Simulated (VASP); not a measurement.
# Geometry relaxation of C (part 2 of 3)

C (P6₃/mmc, 4 atoms in the cell); Kohn-Sham DFT of a periodic cell, PBE with D3(BJ), VASP PAW PBE potentials, recommended, no spin polarisation (VASP 6.6.1); cutoff 350 eV, 15×15×6 k-mesh, Gaussian smearing of 0.02 eV. The structure derives from an entry of the Crystallography Open Database.

Geometry of the input (Å; fractional positions):
```
2.4560  0.0000  0.0000
-1.2280  2.1270  0.0000
0.0000  0.0000  6.6960
C  0.0000  0.0000  0.7500
C  0.0000  0.0000  0.2500
C  0.3333  0.6667  0.7500
C  0.6667  0.3333  0.2500
```

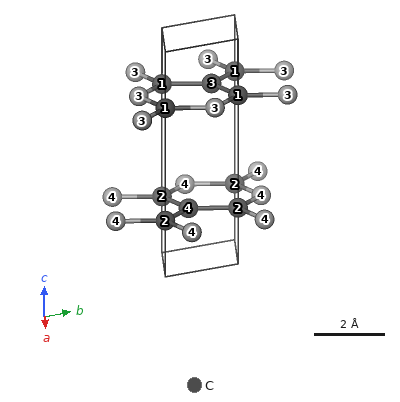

*The starting structure (ball-and-stick view of the cell of the calculation, seen at an oblique angle; neighbours outside the cell are drawn fainter; atoms are numbered from 1 in the order of the input).*

Parts of OUTCAR, continued:
```
  position of ions in fractional coordinates (direct lattice)
     0.000000000  0.000000000  0.750000000
     0.000000000  0.000000000  0.250000000
     0.333333330  0.666666670  0.750000000
     0.666666670  0.333333330  0.250000000

  ion indices of the primitive-cell ions
   primitive index   ion index
                 1           1
                 2           2
                 3           3
                 4           4

----------------------------------------------------------------------------------------

 KPOINTS: regular mesh

Automatic generation of k-mesh.
 Grid dimensions read from file:
 generate k-points for:   15   15    6

 Generating k-lattice:

  Cartesian coordinates                     Fractional coordinates (reciprocal lattice)
     0.027144408  0.015671831  0.000000000     0.066666667  0.000000000  0.000000000
     0.000000000  0.031343663  0.000000000     0.000000000  0.066666667  0.000000000
     0.000000000  0.000000000  0.024890482     0.000000000  0.000000000  0.166666667

  Length of vectors
     0.031343663  0.031343663  0.024890482

  Shift w.r.t. Gamma in fractional coordinates (k-lattice)
     0.000000000  0.000000000  0.000000000

 Subroutine IBZKPT returns following result:
 ===========================================

 Found    108 irreducible k-points:

 Following reciprocal coordinates:
            Coordinates               Weight
  0.000000  0.000000  0.000000      1.000000
  0.066667  0.000000  0.000000      6.000000
  0.133333  0.000000  0.000000      6.000000
  0.200000 -0.000000  0.000000      6.000000
  0.266667  0.000000  0.000000      6.000000
  0.333333  0.000000  0.000000      6.000000
  0.400000  0.000000  0.000000      6.000000
  0.466667  0.000000  0.000000      6.000000
  0.066667  0.066667  0.000000      6.000000
  0.133333  0.066667  0.000000     12.000000
  0.200000  0.066667  0.000000     12.000000
  0.266667  0.066667  0.000000     12.000000
  0.333333  0.066667  0.000000     12.000000
  0.400000  0.066667  0.000000     12.000000
  0.466667  0.066667  0.000000      6.000000
  0.133333  0.133333  0.000000      6.000000
  0.200000  0.133333  0.000000     12.000000
  0.266667  0.133333  0.000000     12.000000
  0.333333  0.133333  0.000000     12.000000
  0.400000  0.133333  0.000000     12.000000
  0.200000  0.200000  0.000000      6.000000
  0.266667  0.200000  0.000000     12.000000
  0.333333  0.200000  0.000000     12.000000
  0.400000  0.200000  0.000000      6.000000
 [... further k-points ...]
   k-points           NKPTS =    108   k-points in BZ     NKDIM =    108   number of bands    NBANDS=     12
   number of dos      NEDOS =    301   number of ions     NIONS =      4
   total plane-waves  NPLWV =  10752
   dimension x,y,z NGX =    16 NGY =   16 NGZ =   42
   dimension x,y,z NGXF=    32 NGYF=   32 NGZF=   84
   ions per type =               4
   NGX,Y,Z   is equivalent  to a cutoff of  10.83, 10.83, 10.43 a.u.
   NGXF,Y,Z  is equivalent  to a cutoff of  21.66, 21.66, 20.86 a.u.
 SYSTEM =  C
   PREC   = accura    normal or accurate (medium, high low for compatibility)
   ISTART =      0    job   : 0-new  1-cont  2-samecut
   ICHARG =      2    charge: 1-file 2-atom 10-const
   ISPIN  =      1    spin polarized calculation?
   LNONCOLLINEAR =      F non collinear calculations
   LSORBIT =      F    spin-orbit coupling
   LASPH  =      T    aspherical Exc in radial PAW
   ENCUT  =  350.0 eV  25.72 Ry    5.07 a.u.   3.75  3.75 10.21*2*pi/ulx,y,z
   NELM   =    100;   NELMIN=  2; NELMDL= -5     # of ELM steps
   EDIFF  = 0.1E-06   stopping-criterion for ELM
   LREAL  =      F    real-space projection
   EDIFFG = -.2E-02   stopping-criterion for IOM
   NSW    =     80    number of steps for IOM
   IBRION =      2    ionic relax: 0-MD 1-quasi-New 2-CG
   NFREE  =      1    steps in history (QN), initial steepest desc. (CG)
   ISIF   =      3    stress and relaxation
   ISYM   =      2    0-nonsym 1-usesym 2-fastsym
   POTIM  = 0.5000    time-step for ionic-motion
   TEBEG  =    0.0;   TEEND  =   0.0 temperature during run
   PSTRESS=    0.0 pullay stress
   NELECT =      16.0000    total number of electrons
   NUPDOWN=      -1.0000    fix difference up-down
   EMIN   =  10.00;   EMAX   =-10.00  energy-range for DOS
   EFERMI =   0.00;   METHOD = LEGACY
   ISMEAR =     0;   SIGMA  =   0.02  broadening in eV -4-tet -1-fermi 0-gaus
   EFERMI_NEDOS =   21; number of points for ismear=-14 and -15
   IALGO  =     38    algorithm
   IMIX   =      4    mixing-type and parameters
     AMIX     =   0.40;   BMIX     =  1.00
     AMIX_MAG =   1.60;   BMIX_MAG =  1.00
  volume/ion in A,a.u.               =       8.74        59.01
  Fermi-wavevector in a.u.,A,eV,Ry     =   1.261384  2.383670 21.648079  1.591089
  Thomas-Fermi vector in A             =   2.394846
   LORBIT       =      0    0 simple, 1 ext, 2 COOP (PROOUT), +10 PAW based schemes
   GGA     = PE    functional components
   LHFCALC =     F    Hartree Fock is set to
   AEXX    =    0.0000 exact exchange contribution
   IVDW    =    12    specifies the selected vdW correction
   LEPSILON=     F    determine dielectric tensor
   LRPA    =     F    only Hartree local field effects (RPA)
 conjugate gradient relaxation of ions
 non-spin polarized calculation
 Gauss-broadening in eV      SIGMA  =   0.02
  energy-cutoff  :      350.00
  volume of cell :       34.98
 maximum number of plane-waves:       536
 NGX is ok and might be reduce to    16
   NGX =  7   NGY =  7   NGZ = 21

--------------------------------------- Ionic step        1  -------------------------------------------

 number of electron      15.9999998 magnetization

 Free energy of the ion-electron system (eV)
  ---------------------------------------------------
  ext. energy  EPLUGINS =         0.00000000
  ---------------------------------------------------
  free energy    TOTEN  =       -36.92442291 eV

  energy without entropy =      -36.92425562  energy(sigma->0) =      -36.92433927

------------------------ aborting loop because EDIFF is reached ----------------------------------------

 Edisp (eV)   -0.62732

 E8    (eV) :    -0.1778

  FORCE on cell =-STRESS in cart. coord.  units (eV):
  Direction    XX          YY          ZZ          XY          YZ          ZX
  --------------------------------------------------------------------------------------
  -------------------------------------------------------------------------------------
  Total      -0.05823    -0.05823    -1.69395    -0.00000    -0.00000     0.00000
  in kB      -2.66703    -2.66703   -77.59069    -0.00000    -0.00000     0.00000
  external pressure =      -27.64 kB  Pullay stress =        0.00 kB

 VOLUME and BASIS-vectors are now :
 -----------------------------------------------------------------------------
  energy-cutoff  :      350.00
  volume of cell :       34.98
      direct lattice vectors                 reciprocal lattice vectors
     2.456000000  0.000000000  0.000000000     0.407166124  0.235077471  0.000000000
    -1.228000000  2.126958390  0.000000000     0.000000000  0.470154943  0.000000000
     0.000000000  0.000000000  6.696000000     0.000000000  0.000000000  0.149342891

 POSITION                                       TOTAL-FORCE (eV/Angst)
 -----------------------------------------------------------------------------------
      0.00000      0.00000      5.02200        -0.000000      0.000000     -0.000000
      0.00000      0.00000      1.67400         0.000000     -0.000000     -0.000000
     -0.00000      1.41797      5.02200         0.000000     -0.000000      0.000000
      1.22800      0.70899      1.67400        -0.000000      0.000000     -0.000000
 -----------------------------------------------------------------------------------
    total drift:                                0.000000     -0.000000      0.000000

  FREE ENERGIE OF THE ION-ELECTRON SYSTEM (eV)
  ---------------------------------------------------
  free  energy   TOTEN  =       -37.5517465783 eV

  energy  without entropy=      -37.5515792893  energy(sigma->0) =      -37.55166293

--------------------------------------- Ionic step        2  -------------------------------------------

 number of electron      15.9999999 magnetization

------------------------ aborting loop because EDIFF is reached ----------------------------------------

 Edisp (eV)   -0.64285

 E8    (eV) :    -0.1827

  FORCE on cell =-STRESS in cart. coord.  units (eV):
  Direction    XX          YY          ZZ          XY          YZ          ZX
  --------------------------------------------------------------------------------------
  -------------------------------------------------------------------------------------
  Total       0.23005     0.23005    -1.20491     0.00000    -0.00000     0.00000
  in kB      10.77202    10.77202   -56.42067     0.00000    -0.00000     0.00000
  external pressure =      -11.63 kB  Pullay stress =        0.00 kB

 VOLUME and BASIS-vectors are now :
 -----------------------------------------------------------------------------
  energy-cutoff  :      350.00
  volume of cell :       34.22
      direct lattice vectors                 reciprocal lattice vectors
     2.454275273  0.000000000  0.000000000     0.407452257  0.235242671 -0.000000000
    -1.227137637  2.125464733  0.000000000    -0.000000000  0.470485341  0.000000000
     0.000000000 -0.000000000  6.559199257    -0.000000000 -0.000000000  0.152457634

 POSITION                                       TOTAL-FORCE (eV/Angst)
 -----------------------------------------------------------------------------------
      2.45428     -0.00000      4.91940        -0.000000      0.000000     -0.000000
     -1.22714      2.12546      1.63980         0.000000     -0.000000      0.000000
     -0.00000      1.41698      4.91940        -0.000000     -0.000000     -0.000000
      1.22714      0.70849      1.63980        -0.000000      0.000000      0.000000
 -----------------------------------------------------------------------------------
    total drift:                                0.000000     -0.000000      0.000000

  FREE ENERGIE OF THE ION-ELECTRON SYSTEM (eV)
  ---------------------------------------------------
  free  energy   TOTEN  =       -37.5815438767 eV

  energy  without entropy=      -37.5813976032  energy(sigma->0) =      -37.58147074

--------------------------------------- Ionic step        3  -------------------------------------------

 number of electron      16.0000002 magnetization

------------------------ aborting loop because EDIFF is reached ----------------------------------------

 Edisp (eV)   -0.66863

 E8    (eV) :    -0.1909

  FORCE on cell =-STRESS in cart. coord.  units (eV):
  Direction    XX          YY          ZZ          XY          YZ          ZX
  --------------------------------------------------------------------------------------
  -------------------------------------------------------------------------------------
  Total       0.68148     0.68148    -0.40372     0.00000     0.00000     0.00000
  in kB      33.08801    33.08801   -19.60182     0.00000     0.00000     0.00000
  external pressure =       15.52 kB  Pullay stress =        0.00 kB

 VOLUME and BASIS-vectors are now :
 -----------------------------------------------------------------------------
  energy-cutoff  :      350.00
  volume of cell :       33.00
      direct lattice vectors                 reciprocal lattice vectors
     2.451512919  0.000000000  0.000000000     0.407911373  0.235507741 -0.000000000
    -1.225756460  2.123072464  0.000000000    -0.000000000  0.471015482  0.000000000
     0.000000000 -0.000000000  6.340096699    -0.000000000 -0.000000000  0.157726301

 POSITION                                       TOTAL-FORCE (eV/Angst)
 -----------------------------------------------------------------------------------
      0.00000     -0.00000      4.75507         0.000000      0.000000     -0.000000
      0.00000     -0.00000      1.58502        -0.000000     -0.000000     -0.000000
     -0.00000      1.41538      4.75507         0.000000      0.000000     -0.000000
      1.22576      0.70769      1.58502        -0.000000      0.000000      0.000000
 -----------------------------------------------------------------------------------
    total drift:                                0.000000     -0.000000      0.000000

  FREE ENERGIE OF THE ION-ELECTRON SYSTEM (eV)
  ---------------------------------------------------
  free  energy   TOTEN  =       -37.6078264340 eV

  energy  without entropy=      -37.6077196364  energy(sigma->0) =      -37.60777304

--------------------------------------- Ionic step        4  -------------------------------------------

 number of electron      16.0000002 magnetization

------------------------ aborting loop because EDIFF is reached ----------------------------------------

 Edisp (eV)   -0.67997

 E8    (eV) :    -0.1945

  FORCE on cell =-STRESS in cart. coord.  units (eV):
  Direction    XX          YY          ZZ          XY          YZ          ZX
  --------------------------------------------------------------------------------------
  -------------------------------------------------------------------------------------
  Total       0.87147     0.87147    -0.04579     0.00000     0.00000     0.00000
  in kB      42.99065    42.99065    -2.25882     0.00000     0.00000     0.00000
  external pressure =       27.91 kB  Pullay stress =        0.00 kB

 VOLUME and BASIS-vectors are now :
 -----------------------------------------------------------------------------
  energy-cutoff  :      350.00
  volume of cell :       32.48
      direct lattice vectors                 reciprocal lattice vectors
     2.450328382  0.000000000  0.000000000     0.408108565  0.235621590 -0.000000000
    -1.225164191  2.122046625  0.000000000    -0.000000000  0.471243180  0.000000000
     0.000000000 -0.000000000  6.246142379    -0.000000000 -0.000000000  0.160098816

 POSITION                                       TOTAL-FORCE (eV/Angst)
 -----------------------------------------------------------------------------------
      2.45033     -0.00000      4.68461        -0.000000     -0.000000      0.000000
     -1.22516      2.12205      1.56154         0.000000      0.000000     -0.000000
     -0.00000      1.41470      4.68461         0.000000     -0.000000      0.000000
      1.22516      0.70735      1.56154        -0.000000      0.000000     -0.000000
 -----------------------------------------------------------------------------------
    total drift:                                0.000000     -0.000000      0.000000
```
